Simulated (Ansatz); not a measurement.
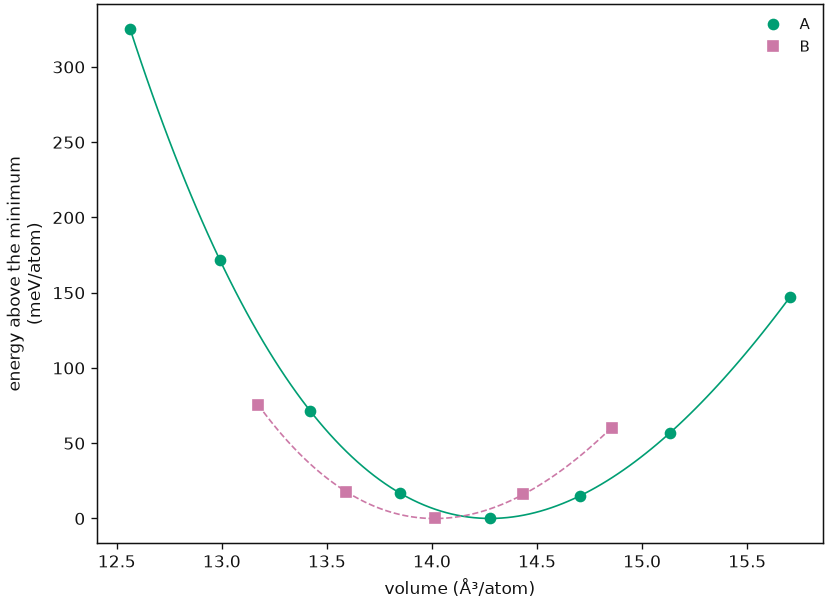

The figure compares two calculations of the energy above the minimum against volume, each curve from its own zero. The first is for Os, space group P6_3/mmc (No. 194).

The cell holds 2 atoms.

Computed with Ansatz 0.2.0: third-order Birch-Murnaghan fit to density functional energies at scaled volumes of the given relaxed cell, shape and atoms relaxed at each volume; energies count from the fitted minimum; plane waves with PAW datasets, Γ-centred k mesh. Level: PBE, no spin polarisation.

- wave cutoff: 420 eV
- k mesh: 18×18×10
- occupations: Gaussian
- smearing width: 0.1 eV

In the second, the level changes from PBE to r2SCAN. The second calculation uses wave cutoff 500.0 eV.

Which of A and B is the second calculation, and what did the change do?

B. The equilibrium volume falls from 14.28 to 14.01 Å³/atom (−1.9 %) and the bulk modulus rises from 397 to 428 GPa (+7.8 %).

For PBE, limits of the calculation: far from the equilibrium volume.

V0 and the bulk modulus come from third-order Birch–Murnaghan fits.
